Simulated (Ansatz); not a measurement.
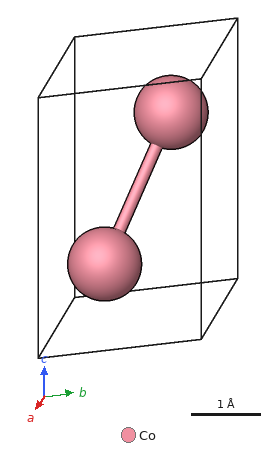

Solid Co (set up in P-3m1), before the relaxation. Style: ball-and-stick. Shown: the cell of the calculation, from a free direction.

Level of theory: Ansatz, DFT PBE, scalar-relativistic, plane waves, PAW.

Input
```yaml
crystal:
  lattice:
    - [2.4873648738, 0.0, 0.0]
    - [-1.2436824369, 2.1541211692, 0.0]
    - [0.0, 0.0, 4.0632895034]
  atoms:
    - { symbol: Co, position: [0.66666667, 0.33333333, 0.259861], spin: 1.93 }
    - { symbol: Co, position: [0.33333333, 0.66666667, 0.740139], spin: 1.93 }
basis:
  ecutwfc: 420
kpoints:
  mp_grid: { grid: [18, 18, 10] }
hamiltonian:
  xc: pbe
scf:
  occupations: { method: gaussian, width: 0.1 }
output:
  forces: true
  stress: true
  eigenvalues: true
  populations: true
magnetization:
  spin_polarized: true
relax:
  adjacent_minimum: "off"
  f_tol: 0.005
  max_steps: 80
  cell: { stress_tol: 0.05 }
```

Launched with:
```bash
ansatz run input.yaml --threads 2 --pin off --max-ram 5120MiB --backend cpu --events-out ev --progress --plain --runs-dir out
```

Predict the outcome.

The energy falls by 10.1 meV per atom in 4 accepted moves (5 points after the start). The largest force component goes from 0.51 to under 0.0001 eV/Å. Pressure: 0.20 GPa at the start and 0.00 GPa at the end. At 1 point the geometry stayed and the basis and grid were re-selected for the new cell (energy shift of less than 0.05 meV per atom at most each time). The largest moves relative to the cell, 0.040 Å, are those of Co1 and Co2. Co1 goes along −c. Cell: a = b 2.487 → 2.492 Å (+0.2 %), c 4.063 → 4.034 Å (−0.7 %). Volume −0.3 %. Some distances before and after: Co1–Co2 2.554 → 2.477 Å, Co1–Co2 (another image) 2.423 → 2.478 Å, Co1–Co1 2.487 → 2.492 Å. The space group (tolerance 0.01 Å) goes from P-3m1 (No. 164) to P6_3/mmc (No. 194). Cost: 27 s on 2 threads of AMD EPYC 9R45 96-Core Processor (Zen 5), with other jobs on the host, peak memory 0.61 GiB.
